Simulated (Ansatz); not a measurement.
**Run report: Mg, geometry relaxation**

System: Mg (2 atoms in the cell).
Method: DFT PBE, scalar-relativistic, plane waves, PAW, no spin polarisation (Ansatz 0.2.0).

The structure derives from a Materials Project entry. It belongs to a series of runs on one base structure; here: 2 of 2 Li taken out, relaxed. Figures and captions count atoms from 1; the log counts them from 0 in places.

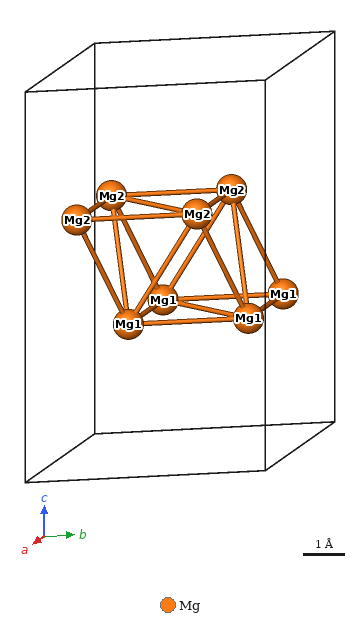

Fig. 1: The starting structure (ball-and-stick view of the 2 × 2 repeat of the cell, with the vacuum cut short, seen slightly off an axis; atoms are numbered from 1 in the order of the input).

**The input**
```yaml
crystal:
  lattice:
    - [3.0654294321, 0.0, 0.0]
    - [-1.532714716, 2.6547397617, 0.0]
    - [0.0, 0.0, 10.1471029457]
  atoms:
    - { symbol: Mg, position: [0.3333333333, 0.6666666667, 0.8570543588] }
    - { symbol: Mg, position: [0.6666666667, 0.3333333333, 0.1429456412] }
basis:
  ecutwfc: 420
kpoints:
  mp_grid: { grid: [12, 12, 4] }
hamiltonian:
  xc: pbe
scf:
  occupations: { method: gaussian, width: 0.1 }
output:
  forces: true
  stress: true
  eigenvalues: true
relax:
  adjacent_minimum: "off"
  f_tol: 0.025
  max_steps: 70
  cell: { stress_tol: 0.12 }
```

Launched with:
```bash
ansatz run input.yaml --threads 2 --pin off --max-ram 5120MiB --backend cpu --events-out ev --progress --plain --runs-dir out
```

**Log**
```
Engine: ansatz 0.2.0, aarch64-unknown-linux-gnu
Pseudopotentials: kind: paw
Pseudopotential: Mg, paw, valence charge 10, recommended cutoff 420 eV (normal), Mg.paw.azcp
Functional definition: PBE
  parameter kappa = 0.804
  parameter beta = 0.06672455060314922
  exchange = pbe_x(kappa = kappa, mu = beta*pi^2/3)
  correlation = pbe_c(beta = beta)
Crystal: 2 atoms, lattice volume = 82.576 Å³
Basis set: ecut = 420 eV, 1605 PW (Γ), exchange–correlation on 48×48×144 points (8 copies of the dense FFT grid, shifted against one another)
Bands: 14, of which v1, the nominal top of the filled ones, is band 10 counted from 1 (9 counted from 0)
Symmetry: 12 space group operations
Space group: P-3m1 (ITA 164), of the structure as read, at distance tolerance 4.4e-5 Å
k-points: 69 of 576
Non-local potential: Mg, projectors of the file, l = 0: 3, l = 1: 2, l = 2: 1
PAW form: soft (Blöchl's): semilocal exchange-correlation on the pseudo side does not see the compensation charge
PAW one-centre angular grid: Mg, 110 points (default); XC on 64 Gauss nodes
Initial density: superposition of atomic densities (neutral atoms: chi_scale 0, normalization atom), corrected by the library's trained network
Initial wavefunctions: pseudopotential atomic-orbital guess
Functional: x = pbe(κ = 0.804, μ = 0.2195149727645171), c = pbe(β = 0.06672455060314922)
SCF iter   1: F=—  HF=-3846.985321 eV  |F-HF|=—  |Δ(HF+E_count)|=         —  Δρ=1.27e-3  dr2=3.81e-3  ethr=1.77e-3  ⟨swp⟩=5.9  Hψ=5191  notcnv=0
preconditioner: auto → LDOS  [metal: Δε(μ)=0.088 eV  Ē_g=5.733 eV  σ=0.100 eV  W_gap=0.46  n_scr=6 (ndim 8)  ℏωp=8.2 eV  f_vac=0.319  D(μ)=1.59/eV (n_scr^D=6)  β→1.0]
SCF iter   2: F=—  HF=-3846.984413 eV  |F-HF|=—  |Δ(HF+E_count)|=   9.08e-4  Δρ=5.87e-4  dr2=8.77e-4  ethr=1.91e-5  ⟨swp⟩=2.0  Hψ=2082  notcnv=0
SCF iter   3: F=—  HF=-3846.984332 eV  |F-HF|=—  |Δ(HF+E_count)|=   8.04e-5  Δρ=3.64e-4  dr2=9.15e-5  ethr=4.39e-6  ⟨swp⟩=2.1  Hψ=1517  notcnv=0
SCF iter   4: F=—  HF=-3846.984297 eV  |F-HF|=—  |Δ(HF+E_count)|=   3.50e-5  Δρ=5.24e-5  dr2=3.92e-6  ethr=4.57e-7  ⟨swp⟩=2.0  Hψ=1651  notcnv=0
SCF iter   5: F=—  HF=-3846.984301 eV  |F-HF|=—  |Δ(HF+E_count)|=   3.63e-6  Δρ=1.72e-5  dr2=1.01e-6  ethr=1.96e-8  ⟨swp⟩=2.0  Hψ=1102  notcnv=0
SCF iter   6: F=-3846.984301 eV  HF=-3846.984301 eV  |F-HF|=1.87e-8  |Δ(HF+E_count)|=   1.84e-7  Δρ=6.58e-6  dr2=3.67e-8  ethr=5.00e-10  ⟨swp⟩=4.1  Hψ=4390  notcnv=0
SCF 1 converged in 6 iterations: F = -3846.984301 eV  dr2 = 3.67e-8
  greatest PAW one-centre occupation: 1.000 electrons in one spin orbital (limit 2), on the Mg atom at site 1 (counted from 0), in its partial waves of l = 0
relax step   1: F+E_penalty+E_count = -3846.98430121 eV  Δ(F+E_penalty+E_count) = +0.000e0 eV  max|allowed force component| = 1.681e-1 eV/Å  Δτ_max = 0.0000 Å  P = +0.059 GPa  Ω = 82.576 Å³  (6 SCF iters, dr2 threshold 1.00e-7 eV, accepted)
Crystal: 2 atoms, lattice volume = 83.693 Å³
Basis set: ecut = 420 eV, 1629 PW (Γ), exchange–correlation on 48×48×144 points (8 copies of the dense FFT grid, shifted against one another)
Initial density: handed on by an earlier stage of this run
Initial wavefunctions: those handed on with the density
iter 1 solved again at ethr=4.81e-5 eV; its pass at ethr=3.10e-3 eV (dr2=9.62e-3 eV) is discarded
SCF iter   1: F=—  HF=-3847.008200 eV  |F-HF|=—  |Δ(HF+E_count)|=         —  Δρ=1.75e-3  dr2=1.10e-2  ethr=4.81e-5  ⟨swp⟩=1.2  Hψ=7090  notcnv=0
preconditioner: auto → LDOS  [metal: Δε(μ)=0.087 eV  Ē_g=5.746 eV  σ=0.100 eV  W_gap=0.45  n_scr=6 (ndim 8)  ℏωp=8.1 eV  f_vac=0.347  D(μ)=1.17/eV (n_scr^D=4)  β→1.0]
SCF iter   2: F=—  HF=-3847.006345 eV  |F-HF|=—  |Δ(HF+E_count)|=   1.86e-3  Δρ=8.02e-4  dr2=2.45e-3  ethr=4.81e-5  ⟨swp⟩=2.0  Hψ=1299  notcnv=0
SCF iter   3: F=—  HF=-3847.006095 eV  |F-HF|=—  |Δ(HF+E_count)|=   2.50e-4  Δρ=2.07e-4  dr2=6.62e-5  ethr=1.23e-5  ⟨swp⟩=1.8  Hψ=1074  notcnv=0
SCF iter   4: F=—  HF=-3847.006126 eV  |F-HF|=—  |Δ(HF+E_count)|=   3.05e-5  Δρ=2.69e-5  dr2=3.29e-6  ethr=3.31e-7  ⟨swp⟩=2.0  Hψ=1109  notcnv=0
SCF iter   5: F=-3847.006126 eV  HF=-3847.006126 eV  |F-HF|=1.45e-8  |Δ(HF+E_count)|=   5.34e-7  Δρ=9.21e-6  dr2=7.60e-8  ethr=1.00e-9  ⟨swp⟩=4.7  Hψ=4747  notcnv=0
SCF 2 converged in 5 iterations: F = -3847.006126 eV  dr2 = 7.60e-8
relax step   2: F+E_penalty+E_count = -3847.00612614 eV  Δ(F+E_penalty+E_count) = -2.182e-2 eV  max|allowed force component| = 5.368e-2 eV/Å  Δτ_max = 0.0733 Å  P = +0.021 GPa  Ω = 83.693 Å³  energy of the carried Pulay correction = -1.171e-5 eV  (5 SCF iters, dr2 threshold 2.00e-7 eV, accepted)
Crystal: 2 atoms, lattice volume = 84.222 Å³
Basis set: ecut = 420 eV, 1653 PW (Γ), exchange–correlation on 48×48×144 points (8 copies of the dense FFT grid, shifted against one another)
iter 1 solved again at ethr=4.66e-6 eV; its pass at ethr=3.10e-3 eV (dr2=9.33e-4 eV) is discarded
SCF iter   1: F=—  HF=-3847.007061 eV  |F-HF|=—  |Δ(HF+E_count)|=         —  Δρ=6.97e-4  dr2=1.16e-3  ethr=4.66e-6  ⟨swp⟩=3.2  Hψ=7283  notcnv=0
preconditioner: auto → LDOS  [insulator: Δε(μ)=0.108 eV  Ē_g=5.749 eV  σ=0.100 eV  W_gap=0.54  n_scr=6 (ndim 8)  ℏωp=8.1 eV  f_vac=0.347  D(μ)=1.09/eV (n_scr^D=4)  ε∞_Penn≈3.0  β→1.0]
SCF iter   2: F=—  HF=-3847.006911 eV  |F-HF|=—  |Δ(HF+E_count)|=   1.49e-4  Δρ=2.79e-4  dr2=3.47e-4  ethr=4.66e-6  ⟨swp⟩=2.0  Hψ=1111  notcnv=0
SCF iter   3: F=—  HF=-3847.006864 eV  |F-HF|=—  |Δ(HF+E_count)|=   4.67e-5  Δρ=9.39e-5  dr2=1.74e-5  ethr=1.74e-6  ⟨swp⟩=2.0  Hψ=1130  notcnv=0
SCF iter   4: F=—  HF=-3847.006892 eV  |F-HF|=—  |Δ(HF+E_count)|=   2.79e-5  Δρ=1.74e-5  dr2=6.53e-7  ethr=8.69e-8  ⟨swp⟩=2.3  Hψ=1250  notcnv=0
SCF iter   5: F=-3847.006892 eV  HF=-3847.006892 eV  |F-HF|=2.81e-9  |Δ(HF+E_count)|=   9.55e-8  Δρ=4.42e-6  dr2=1.52e-8  ethr=1.00e-9  ⟨swp⟩=6.9  Hψ=4595  notcnv=0
SCF 3 converged in 5 iterations: F = -3847.006892 eV  dr2 = 1.52e-8
relax step   3: F+E_penalty+E_count = -3847.00689244 eV  Δ(F+E_penalty+E_count) = -7.663e-4 eV  max|allowed force component| = 4.524e-2 eV/Å  Δτ_max = 0.0342 Å  P = +0.054 GPa  Ω = 84.222 Å³  energy of the carried Pulay correction = -1.720e-5 eV  (5 SCF iters, dr2 threshold 2.00e-7 eV, accepted)
Crystal: 2 atoms, lattice volume = 83.835 Å³
iter 1 solved again at ethr=1.19e-6 eV; its pass at ethr=3.10e-3 eV (dr2=2.38e-4 eV) is discarded
SCF iter   1: F=—  HF=-3847.007603 eV  |F-HF|=—  |Δ(HF+E_count)|=         —  Δρ=3.28e-4  dr2=1.96e-4  ethr=1.19e-6  ⟨swp⟩=3.0  Hψ=7128  notcnv=0
preconditioner: auto → LDOS  [insulator: Δε(μ)=0.107 eV  Ē_g=5.739 eV  σ=0.100 eV  W_gap=0.53  n_scr=6 (ndim 8)  ℏωp=8.1 eV  f_vac=0.343  D(μ)=1.07/eV (n_scr^D=4)  ε∞_Penn≈3.0  β→1.0]
SCF iter   2: F=—  HF=-3847.007619 eV  |F-HF|=—  |Δ(HF+E_count)|=   1.55e-5  Δρ=1.19e-4  dr2=6.08e-5  ethr=9.78e-7  ⟨swp⟩=2.0  Hψ=1101  notcnv=0
SCF iter   3: F=—  HF=-3847.007631 eV  |F-HF|=—  |Δ(HF+E_count)|=   1.27e-5  Δρ=4.49e-5  dr2=3.66e-6  ethr=3.04e-7  ⟨swp⟩=2.1  Hψ=1149  notcnv=0
SCF iter   4: F=—  HF=-3847.007633 eV  |F-HF|=—  |Δ(HF+E_count)|=   1.47e-6  Δρ=8.75e-6  dr2=1.53e-7  ethr=1.83e-8  ⟨swp⟩=2.6  Hψ=1379  notcnv=0
SCF iter   5: F=-3847.007633 eV  HF=-3847.007633 eV  |F-HF|=2.57e-10  |Δ(HF+E_count)|=   2.88e-8  Δρ=1.59e-6  dr2=3.71e-9  ethr=6.40e-10  ⟨swp⟩=6.0  Hψ=4042  notcnv=0
SCF 4 converged in 5 iterations: F = -3847.007633 eV  dr2 = 3.71e-9
relax step   4: F+E_penalty+E_count = -3847.00763284 eV  Δ(F+E_penalty+E_count) = -7.404e-4 eV  max|allowed force component| = 3.307e-3 eV/Å  Δτ_max = 0.0195 Å  P = -0.016 GPa  Ω = 83.835 Å³  energy of the carried Pulay correction = -1.319e-5 eV  (5 SCF iters, dr2 threshold 1.28e-7 eV, accepted)
Initial wavefunctions: pseudopotential atomic-orbital guess (no wavefunctions were taken with the density)
iter 1 solved again at ethr=3.93e-7 eV; its pass at ethr=3.10e-3 eV (dr2=7.87e-5 eV) is discarded
SCF iter   1: F=—  HF=-3847.007333 eV  |F-HF|=—  |Δ(HF+E_count)|=         —  Δρ=3.81e-5  dr2=4.82e-8  ethr=3.93e-7  ⟨swp⟩=3.0  Hψ=7586  notcnv=0
eigensolver tolerance schedule: the retry pair's looser diagonalisation over-reported the residual by 1631.91 of it (diagonalisation noise at 0.26 of the residual, at the tolerance the schedule requests for it); recorded, not acted on — ethr = c·dr2/N_el stays at c = 1.0e-1
preconditioner: auto → LDOS  [insulator: Δε(μ)=0.104 eV  Ē_g=5.738 eV  σ=0.100 eV  W_gap=0.52  n_scr=6 (ndim 8)  ℏωp=8.1 eV  f_vac=0.347  D(μ)=1.08/eV (n_scr^D=4)  ε∞_Penn≈3.0  β→1.0]
SCF iter   2: F=—  HF=-3847.007642 eV  |F-HF|=—  |Δ(HF+E_count)|=   3.10e-4  Δρ=2.54e-6  dr2=1.38e-8  ethr=2.41e-10  ⟨swp⟩=3.1  Hψ=1865  notcnv=0
SCF iter   3: F=—  HF=-3847.007642 eV  |F-HF|=—  |Δ(HF+E_count)|=   1.70e-7  Δρ=1.07e-6  dr2=7.57e-10  ethr=6.91e-11  ⟨swp⟩=3.0  Hψ=1595  notcnv=0
SCF iter   4: F=-3847.007642 eV  HF=-3847.007642 eV  |F-HF|=5.50e-11  |Δ(HF+E_count)|=   1.58e-7  Δρ=2.41e-7  dr2=1.13e-10  ethr=1.00e-12  ⟨swp⟩=6.3  Hψ=3897  notcnv=0
SCF 5 converged in 4 iterations: F = -3847.007642 eV  dr2 = 1.13e-10
relax step   5: F+E_penalty+E_count = -3847.00764241 eV  Δ(F+E_penalty+E_count) = -9.562e-6 eV  max|allowed force component| = 3.300e-3 eV/Å  Δτ_max = 0.0000 Å  P = -0.016 GPa  Ω = 83.835 Å³  stress off target by 1.89e-2 GPa  SCF on the basis re-selected at this cell (its energy is not comparable with the rows above)  (4 SCF iters)
```

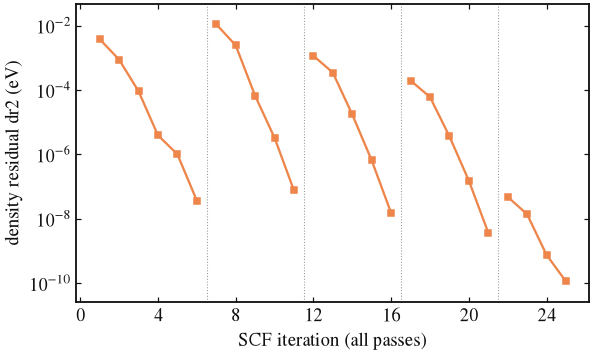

Fig. 2: Convergence of the self-consistent field: density residual dr2 against the SCF iteration. The dotted lines part the SCF passes of the relaxation: geometry steps, rejected trials and re-solves on a re-selected basis. The 5 passes take 4 to 6 iterations each, 25 in all.

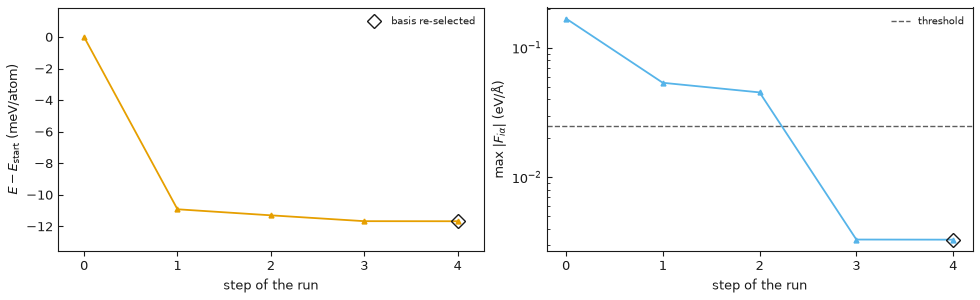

Fig. 3: Progress of the relaxation, step by step (the first geometry is step 0 here and step 1 in the log).

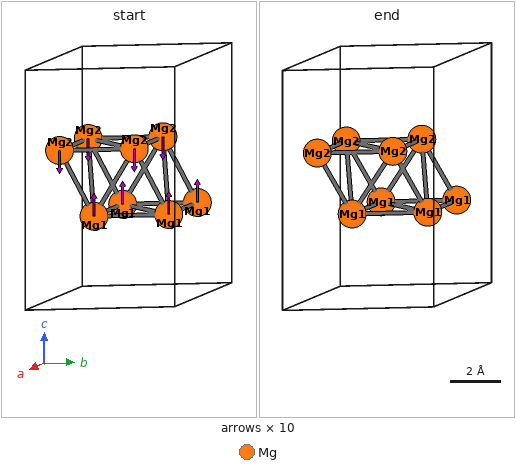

Fig. 4: Before (left) and after (right) the relaxation, at one scale (ball-and-stick view of the 2 × 2 repeat of the cell, with the vacuum cut short, seen slightly off an axis). The pink arrows give the displacements (without the part carried along by the change of the cell), magnified 10 times. The largest moves relative to the cell, 0.098 Å, are those of Mg1 and Mg2. In the plane the drawn cell goes a 6.131 → 6.201 Å (+1.1 %), b 6.131 → 6.201 Å (+1.1 %). Among the contacts that change: Mg1–Mg2 3.398 → 3.243 Å, Mg1–Mg1 3.065 → 3.101 Å. The space group stays P-3m1 (No. 164). Over 3 geometry steps the energy falls by 11.7 meV per atom. The largest force component goes from 0.17 to 0.0033 eV/Å. A last SCF at the same geometry on a re-selected plane-wave basis shifts the energy by next to nothing (0.0 meV per atom). (Atoms are counted from 1 in the order of the input.)

```
basis re-selected at this cell: Δ(F+E_penalty+E_count) = -9.562e-6 eV, ΔP = -0.000 GPa vs the last step (what re-selecting the basis moved, of the pressure what is left beyond the Pulay correction that the steps carried, after the strain that the cell walked since its last selection, with what the two solves' SCF thresholds leave and, on support functions, any second-order correction that the steps lacked; it is no measure of the basis error at this ecutwfc). This SCF's stress stands 1.89e-2 GPa from its target on what of the cell is left free (relax.cell.stress_tol is 1.20e-1 GPa) and its largest allowed force component is 3.30e-3 eV/Å (relax.f_tol is 2.50e-2 eV/Å): within both
SCF converged after 4 iterations
Free energy (F): -3847.007642 eV
Harris-Foulkes:  -3847.007642 eV  (|F-HF|=5.50e-11)
Internal energy: -3847.002226 eV  (E = F + TS)
E sigma→0 (E₀):  -3847.004934 eV
Entropy (-TS):   -0.005416 eV (-2.708 meV/atom)
Fermi energy:    1.472033 eV
--- Per-component energies (eV) ---
  E_band       = -796.688841
  E_kinetic    = 148.776734
  E_local      = -5162.311355  (includes V_loc(G=0)·N_el)
  E_nonlocal   = 191.693208
  E_hartree    = 2077.059010
  E_xc         = -55.891760
  E_vxc        = -72.051113  (∫ρ·V_xc dr)
  E_paw        = -585.222654  (= ΣΔE_a)
  E_vpaw       = -56.914508  (= ΣTr[D̂ρ^β])
  E_aug_tail   = -0.000006  (compensation charges beyond the density's cutoff)
  E_ewald      = -461.105404
  E_smearing   = -0.005416  (= −TS)
  E_closure    = -0.000000  (closes the sum)
  Σ components = -3847.007642   (vs F -3847.007642, Δ=0.00e0)
--- Forces (eV/Å), atoms counted from 1 ---
  atom   1  Mg     0.00000000    -0.00000000    -0.00329991
  atom   2  Mg    -0.00000000     0.00000000     0.00329991
  max |Σ_I F_I| component: 8.67e-19 eV/Å
--- Stress (GPa, compression-positive) ---
       -0.018897      -0.000000       0.000000
       -0.000000      -0.018897      -0.000000
        0.000000      -0.000000      -0.011421
  P = ⅓ Tr σ = -0.0164 GPa (-0.164 kbar)
--- Band table (eV; the first three rows and the last of 69) ---
  k-point 0: bands = ["-74.5057", "-74.5046", "-41.2986", "-41.2848", "-41.2271", "-41.2271", "-41.2254", "-41.2254", "-4.6379", "-2.3737", "0.5843", "4.2528", "5.0096", "10.9833"]
  k-point 1: bands = ["-74.5057", "-74.5046", "-41.2986", "-41.2848", "-41.2271", "-41.2271", "-41.2254", "-41.2254", "-4.6366", "-2.3855", "0.6658", "3.6157", "5.9879", "9.2224"]
  k-point 2: bands = ["-74.5057", "-74.5046", "-41.2986", "-41.2848", "-41.2271", "-41.2271", "-41.2254", "-41.2254", "-4.6354", "-2.3970", "0.7561", "3.2546", "7.4647", "7.5304"]
  k-point 68: bands = ["-74.5019", "-74.5019", "-41.2874", "-41.2874", "-41.2513", "-41.2492", "-41.2492", "-41.2478", "1.8531", "2.0355", "2.0355", "3.8019", "4.9409", "4.9409"]
--- Relaxed structure (4 steps of the walk, 4 accepted, 1 SCFs on fresh bases) ---
  F+E_penalty+E_count = -3847.00764241 eV   max|allowed force component| = 3.300e-3 eV/Å   (the final SCF, on the basis selected at the relaxed cell)
  cell:  # Å, volume = 83.8346 Å³
    - [3.1005568326707893, -2.919842301340036e-11, 1.068977947962767e-18]
    - [-1.5502784163101082, 2.68516098298492, -5.344889739778474e-19]
    - [3.5385023615582264e-18, -1.978724058557932e-29, 10.069628748411384]
  atoms:
    - { symbol: Mg, position: [0.3333333333333333, 0.6666666666666666, 0.8657291573862532] }
    - { symbol: Mg, position: [0.6666666666666665, 0.3333333333333333, 0.1342708426137466] }
```

**Trajectory as extended XYZ (Å, eV, eV/Å), 5 frames, from step=1 to step=5**
```
2
Lattice="3.0654 0.0000 0.0000 -1.5327 2.6547 0.0000 0.0000 0.0000 10.1471" Properties=species:S:1:pos:R:3:forces:R:3 step=1 energy=-3846.98430 pressure_GPa=0.06
Mg    0.0000    1.7698    8.6966    0.0000   0.0000   0.1681
Mg    1.5327    0.8849    1.4505    0.0000   0.0000  -0.1681
2
Lattice="3.0899 0.0000 0.0000 -1.5450 2.6760 0.0000 0.0000 0.0000 10.1219" Properties=species:S:1:pos:R:3:forces:R:3 step=2 energy=-3847.00613 pressure_GPa=0.02
Mg    0.0000    1.7840    8.7481    0.0000   0.0000   0.0537
Mg    1.5450    0.8920    1.3738    0.0000   0.0000  -0.0537
2
Lattice="3.1015 0.0000 0.0000 -1.5507 2.6860 0.0000 0.0000 0.0000 10.1100" Properties=species:S:1:pos:R:3:forces:R:3 step=3 energy=-3847.00689 pressure_GPa=0.05
Mg    0.0000    1.7906    8.7720    0.0000   0.0000  -0.0452
Mg    1.5507    0.8953    1.3380    0.0000   0.0000   0.0452
2
Lattice="3.1006 0.0000 0.0000 -1.5503 2.6852 0.0000 0.0000 0.0000 10.0696" Properties=species:S:1:pos:R:3:forces:R:3 step=4 energy=-3847.00763 pressure_GPa=-0.02
Mg    0.0000    1.7901    8.7176    0.0000   0.0000  -0.0033
Mg    1.5503    0.8951    1.3521    0.0000   0.0000   0.0033
2
Lattice="3.1006 0.0000 0.0000 -1.5503 2.6852 0.0000 0.0000 0.0000 10.0696" Properties=species:S:1:pos:R:3:forces:R:3 step=5 energy=-3847.00764 pressure_GPa=-0.02
Mg    0.0000    1.7901    8.7176    0.0000   0.0000  -0.0033
Mg    1.5503    0.8951    1.3521    0.0000   0.0000   0.0033
```

**Results in brief**

```csv
quantity,value
outcome,converged
space group (tolerance 0.01 Å),P-3m1 (164)
electrons treated,20
free energy,−3847.0076 eV
Fermi energy,1.472 eV
gap on the k-point mesh,none (metallic)
pressure,−0.02 GPa
final volume,83.83 Å³
largest force (length of the vector) at the end,0.003 eV/Å
final cell,"a = 3.101 Å, b = 3.101 Å, c = 10.070 Å, α = 90.00°, β = 90.00°, γ = 120.00°"
hardware,"2 threads of Arm Neoverse V1, 24 GiB of memory available, shared host"
wall time,11 s (CPU time 21 s)
peak memory,0.38 GiB
```
